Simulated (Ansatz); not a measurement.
Al$_{17}$P$_{16}$ (cell with a defect)

```yaml
crystal:
  lattice:
    - [5.50734, 5.50734, -5.50734]
    - [-5.50734, -5.50734, -5.50734]
    - [-5.50734, 5.50734, 5.50734]
  atoms:
    - { symbol: Al, position: [0.24855, 0.99896, 0.74854] }
    - { symbol: Al, position: [0.49913, 0.74950, 0.74874] }
    - { symbol: Al, position: [0.74005, 0.49964, 0.73999] }
    - { symbol: Al, position: [0.74876, 0.99894, 0.24868] }
    - { symbol: Al, position: [0.99925, 0.99009, 0.99891] }
    - { symbol: Al, position: [0.25814, 0.75846, 0.99895] }
    - { symbol: Al, position: [0.48895, 0.49870, 0.99861] }
    - { symbol: Al, position: [0.73983, 0.24045, 0.99880] }
    - { symbol: Al, position: [0.99934, 0.24121, 0.73997] }
    - { symbol: Al, position: [0.50949, 0.00922, 0.50884] }
    - { symbol: Al, position: [0.74909, 0.74922, 0.49859] }
    - { symbol: Al, position: [0.99910, 0.75832, 0.25717] }
    - { symbol: Al, position: [0.25731, 0.49946, 0.25734] }
    - { symbol: Al, position: [0.49891, 0.24949, 0.24879] }
    - { symbol: Al, position: [0.99922, 0.49904, 0.48878] }
    - { symbol: Al, position: [0.24907, 0.24927, 0.49859] }
    - { symbol: P, position: [0.25068, 0.00220, 0.99880] }
    - { symbol: P, position: [0.50165, 0.75060, 0.99854] }
    - { symbol: P, position: [0.74427, 0.49960, 0.99889] }
    - { symbol: P, position: [0.74859, 0.99685, 0.49638] }
    - { symbol: P, position: [0.99881, 0.00226, 0.25028] }
    - { symbol: P, position: [0.25401, 0.75459, 0.25374] }
    - { symbol: P, position: [0.50124, 0.49929, 0.25043] }
    - { symbol: P, position: [0.74718, 0.24747, 0.24988] }
    - { symbol: P, position: [0.99889, 0.24500, 0.99870] }
    - { symbol: P, position: [0.49600, 0.99662, 0.74763] }
    - { symbol: P, position: [0.74761, 0.75088, 0.74722] }
    - { symbol: P, position: [0.99888, 0.75058, 0.50100] }
    - { symbol: P, position: [0.25095, 0.49935, 0.50156] }
    - { symbol: P, position: [0.49640, 0.24825, 0.49607] }
    - { symbol: P, position: [0.99914, 0.49997, 0.74402] }
    - { symbol: P, position: [0.24989, 0.24736, 0.74675] }
    - { symbol: Al, position: [0.99886, 0.49958, 0.99848] }
```

Spin-polarised.

The calculation used Ansatz 0.2.0, DFT PBE, scalar-relativistic, plane waves, PAW.

What will maps of the valence pseudo-density and electron localisation function show?

Al–P (2.36 Å): ρ is about 0.52 e/Å³ halfway; the ELF peaks at about 0.95 between the atoms.
Al–P (2.46 Å): ρ at the midpoint is about 0.45 e/Å³; the ELF peaks at about 0.90 between the atoms.

Does the calculation give a band gap?

It is metallic or semimetallic at this level of theory: no gap opens.

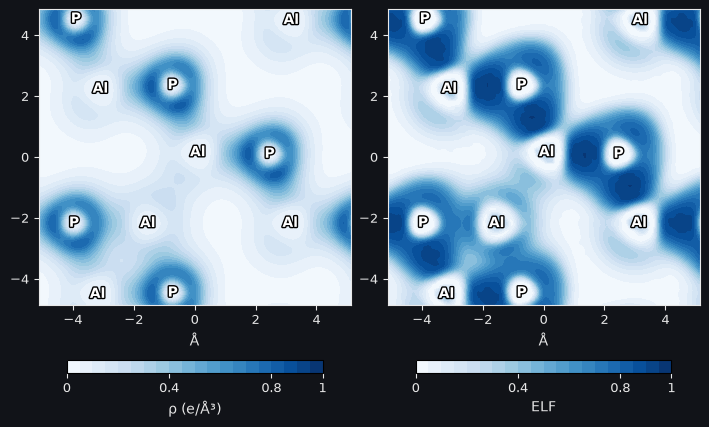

Computed valence pseudo-density and electron localisation function on the (010) plane of the calculation cell, in this order. 
